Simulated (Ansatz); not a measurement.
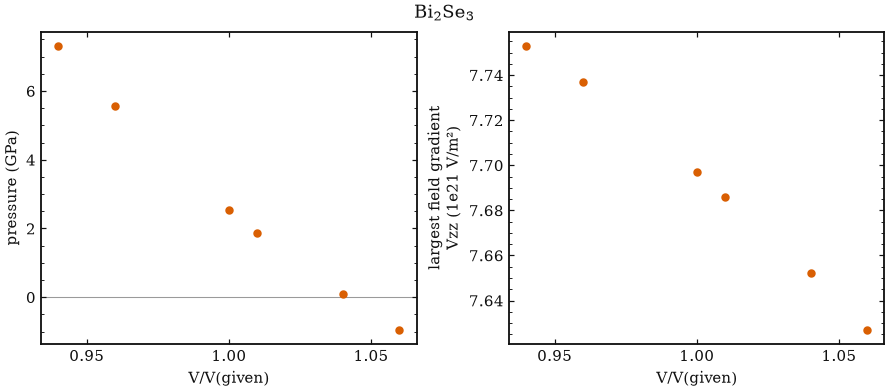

The plot gives the computed pressure and largest field gradient Vzz against V/V(given) for Bi₂Se₃, space group R-3m (No. 166).

The given structure:
```xyz
5
Lattice="2.0715 1.1960 9.5453 -2.0715 1.1960 9.5453 0.0000 -2.3920 9.5453" Properties=species:S:1:pos:R:3 pbc="T T T"
Bi    0.0000    0.0000   11.4773
Bi    0.0000    0.0000   17.1587
Se    0.0000    0.0000    0.0000
Se    0.0000    0.0000    6.0622
Se    0.0000    0.0000   22.5738
```

Calculation (Ansatz 0.2.0): periodic Kohn-Sham DFT of a crystal at fixed atoms, scaled to the stated factor times the given cell; pressure positive in compression. Level: PBE, no spin-orbit coupling.

| setting | value |
| --- | --- |
| method | all-electron PAW |
| relativity | scalar |
| k mesh | 6×6×6 |
| occupations | Fermi–Dirac |
| smearing width | 0.03 eV |
| nucleus | Gaussian |

V(given) is 28.38 Å³/atom.

The points at V/V(given) 0.98, 0.99 and 1.02 are left out of the plot. What values does the calculation give there?

| V/V(given) | pressure (GPa) | largest field gradient Vzz (1e21 V/m²) |
| --- | --- | --- |
| 0.98 | 3.961 | 7.718 |
| 0.99 | 3.228 | 7.708 |
| 1.02 | 1.247 | 7.675 |

Caveats: field gradient without spin-orbit coupling on heavy atoms; no spin-orbit coupling on heavy atoms; small gap, it may come from the mesh; shape and atomic fractions are frozen while scaling, which makes layered, chain and framework solids too stiff.
